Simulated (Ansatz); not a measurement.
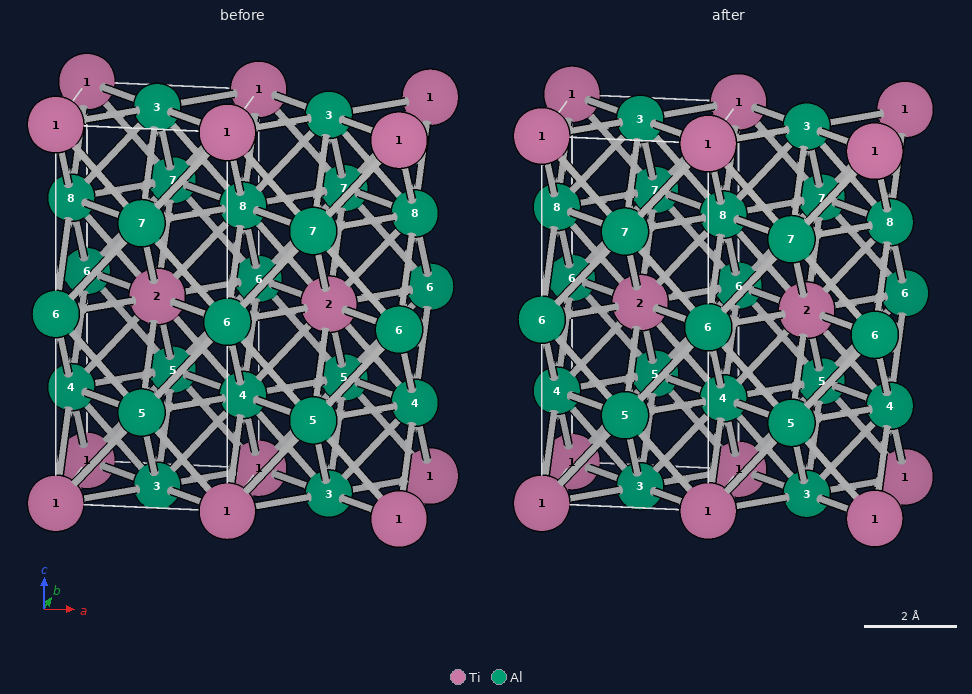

Left: solid TiAl3 (set up in I4/mmm). Right: the same structure after one change, at the same scale. The picture is a ball-and-stick view of the cell of the calculation, repeated 2 × 1 × 1 with one cell outlined, seen slightly off an axis.

Computed with DFT PBEsol, scalar-relativistic, plane waves, PAW in Ansatz 0.2.0. Settings: plane-wave cutoff 420 eV; k-point mesh 10 × 10 × 4; occupations gaussian; smearing width 0.1 eV; no spin polarisation.

### What distinguishes the right structure from the left one?

Equal strain along all axes, −3.0 %, is applied. Symmetry leaves the atoms no freedom, so this is a single point.

### How do the computed properties respond?

The energy rises by 48.0 meV per atom. Pressure: 0.0 GPa before, 12.2 GPa after. The principal stresses (compression positive) are 12.0 GPa along c and 12.4 GPa across it. All forces vanish by symmetry. It is metallic before and after. Among the bonded contacts that change: Al–Ti 2.866 → 2.780 Å, Al–Al 2.866 → 2.780 Å, Al–Al 2.698 → 2.617 Å, Al–Ti 2.698 → 2.617 Å. The space group stays I4/mmm (No. 139).
